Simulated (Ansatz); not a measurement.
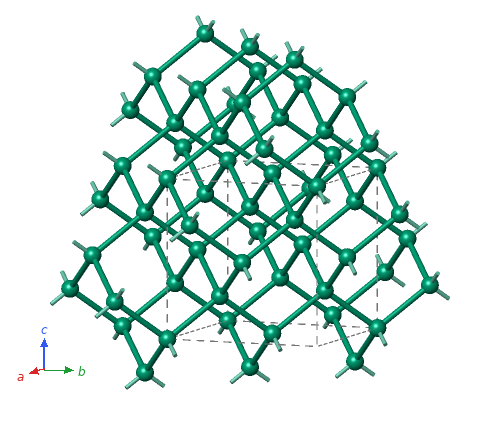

The picture shows a finite piece of the underlying net of a crystal structure, nodes on the atoms' positions. Nodes are coloured by topological kind. Short stubs are edges that leave the cut-out.

### Describe the net.

A uninodal 4-connected, three-periodic net. It is the dia net, known from diamond, zinc blende and cristobalite.

### Give point symbol and coordination sequence.

6^6, sequence 4, 12, 24, 42, 64, 92.

Origin of the net. The compound is InSb (space group F-43m, No. 216), taken as the input geometry of an electronic-structure calculation (not necessarily at equilibrium); the starting structure was generated, so it need not be a known form of this composition. Bonds are taken as In–Sb below 3.2 Å; no other contact counts. Atoms with one bond or none are removed and atoms with two bonds are replaced by edges, until no such atom is left. In and Sb are 4-connected nodes.
